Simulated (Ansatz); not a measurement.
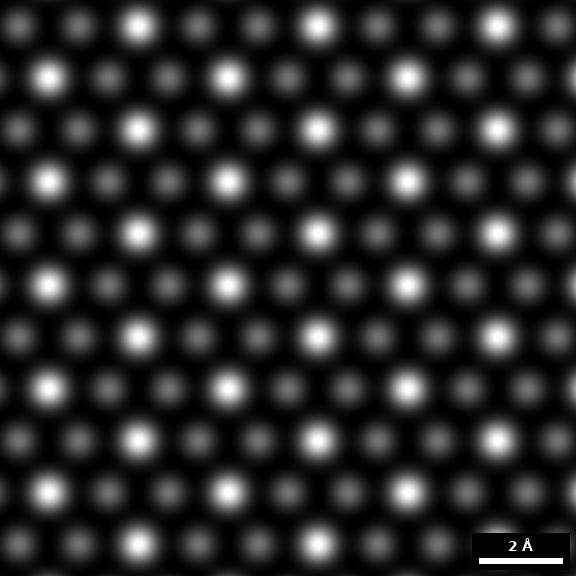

Integrated-DPC-like image of a crystal. Simulated as the projected potential of neutral atoms (B = 0.5 Å²) blurred by a 0.55 Å probe, the thin-sample limit of integrated differential phase contrast.

**Measure the repeat of the pattern.**

The pattern repeats on a hexagonal net with a repeat of 2.5 Å.

**What is the plane group of the image?**

p6mm: sixfold points with mirror lines through them.

**How many columns does the smallest repeating cell hold, and how many levels of brightness?**

3 columns in the primitive cell of 5.5 Å², with 2 levels of brightness (about 100, 45 % of the brightest, counted from the darkest point).

The crystal is Cu (P6_3/mmc, No. 194) seen along [001]. Structure used: the end point of a relaxation with DFT PBEsol, scalar-relativistic, plane waves, PAW (Ansatz 0.2.0); the starting structure was generated, so it need not be a known form of this composition.
